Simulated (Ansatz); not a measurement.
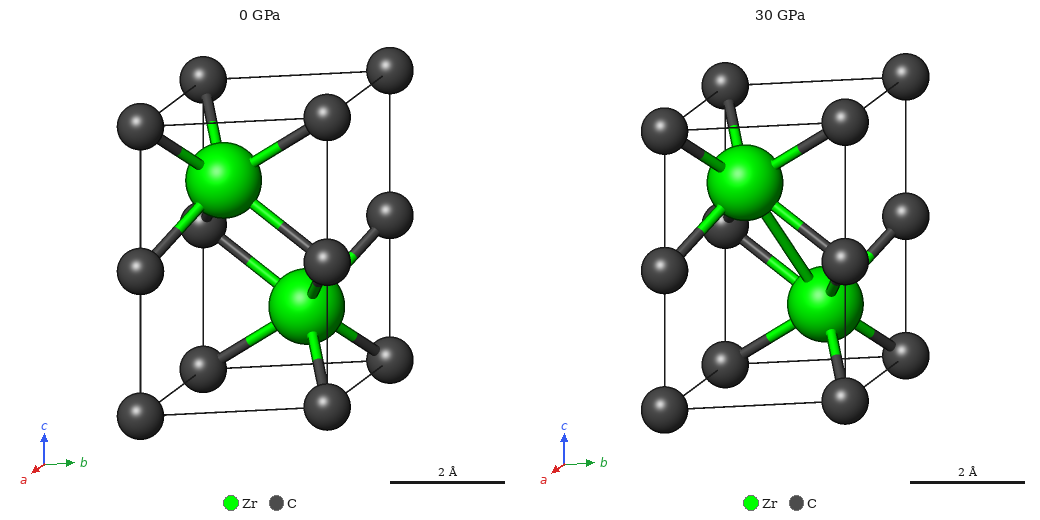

ZrC, anti-NiAs type, space group P6₃/mmc (No. 194), relaxed (cell and atoms) under a series of hydrostatic pressures; the conventional cell is drawn at the lowest and the highest, to one scale (sticks follow a distance rule). The start was a structure listed in the Materials Project. It needn't be the stable form of this composition.

Alike in all runs: Ansatz 0.2.0; functional PBEsol; potentials Ansatz PAW; cutoff 420 eV; k mesh 9 × 9 × 5 on the run's cell of 4 atoms; occupations fermi-dirac, width 0.05 eV; no spin polarisation; no spin-orbit coupling.

```tsv
pressure (GPa)	volume (Å³/atom)	a (Å)	c (Å)
0.0	12.710	3.338	5.269
2.0	12.604	3.329	5.254
5.0	12.452	3.316	5.231
10.0	12.218	3.296	5.196
20.0	?	?	?
30.0	11.454	3.229	5.074
```

Q: Fit a third-order Birch-Murnaghan equation to the rows given and use it to fill in the volume that is left out.

A: The fit gives V0 = 12.71 Å³/atom, B0 = 234 GPa and B0′ = 4.0, which puts the volume at 20.0 GPa at 11.81 Å³/atom. The run gave volume 11.807 Å³/atom; a 3.260 Å; c 5.132 Å.

Q: Which axis yields most up to 30 GPa?

A: The axes shrink nearly alike: a −3.3 %, c −3.7 %, against −9.9 % in volume.

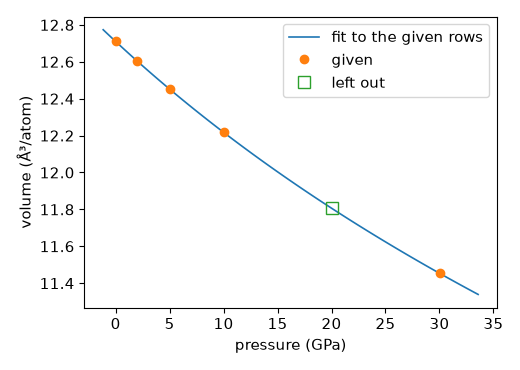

Volume against pressure, with the fit. The structure was kept in its own symmetry, so a change to another phase within this range wouldn't be seen.

Caveat: the plane-wave basis is chosen anew once the cell has moved, so the energies of steps on either side of that aren't comparable.
